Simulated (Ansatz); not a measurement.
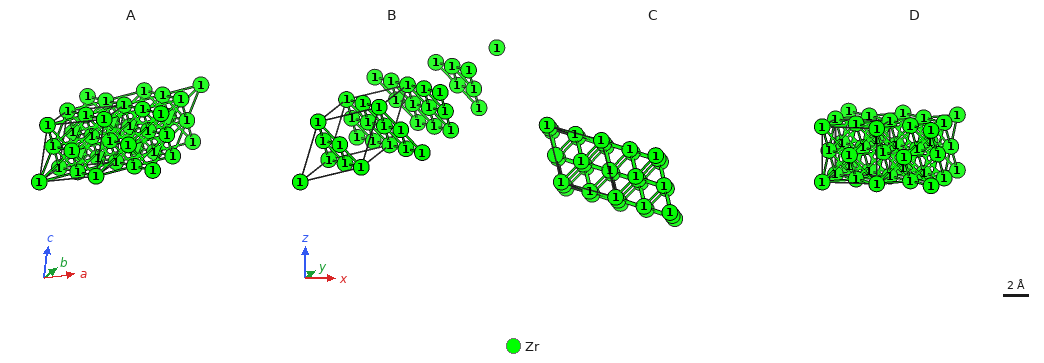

Energy scan for solid Zr (Fm-3m), in which the ratio of the cell's length along [111] to its lengths across, counted as 1 for the reference, is changed at fixed volume (a trigonal path), with the atoms kept at their fractional coordinates. x, y and z are the Cartesian axes of the input. The picture is a ball-and-stick view of the conventional cell (4 times the calculation's cell), repeated 2 × 2 × 1 with one cell outlined, seen slightly off an axis. Lengths and directions refer to the drawn axes.

Method: DFT PBEsol, scalar-relativistic, plane waves, PAW (Ansatz 0.2.0). Settings: plane-wave cutoff 420 eV; k-point mesh 20 × 20 × 20; occupations gaussian; smearing width 0.15 eV; no spin polarisation. Energies (free energies at the smearing named) are counted from the cell as listed in its source, which wasn't relaxed.

> Rank the frames from lowest to highest energy.

Lowest first: D (the relative ratio 1.00, 0 meV/atom), A (the relative ratio 1.41, 319 meV/atom), C (the relative ratio 0.50, 840 meV/atom), B (the relative ratio 2.00, 1928 meV/atom). Over the whole scan: of the computed points the lowest is at the relative ratio 1.00, 0 meV/atom. At the ends of the scan the energy is 840 meV/atom (0.50) and 1928 meV/atom (2.00). The unrelaxed reference is under a pressure of −2.8 GPa. The distortion takes the space group from Fm-3m to R-3m, except for Pm-3m at 0.50. At the relative ratio 2.00 the cell of the drawing goes a 4.510 → 5.062 Å, b 4.510 → 5.062 Å, c 4.510 → 5.062 Å, α 90.0° → 60.0°, β 90.0° → 60.0°, γ 90.0° → 60.0°.
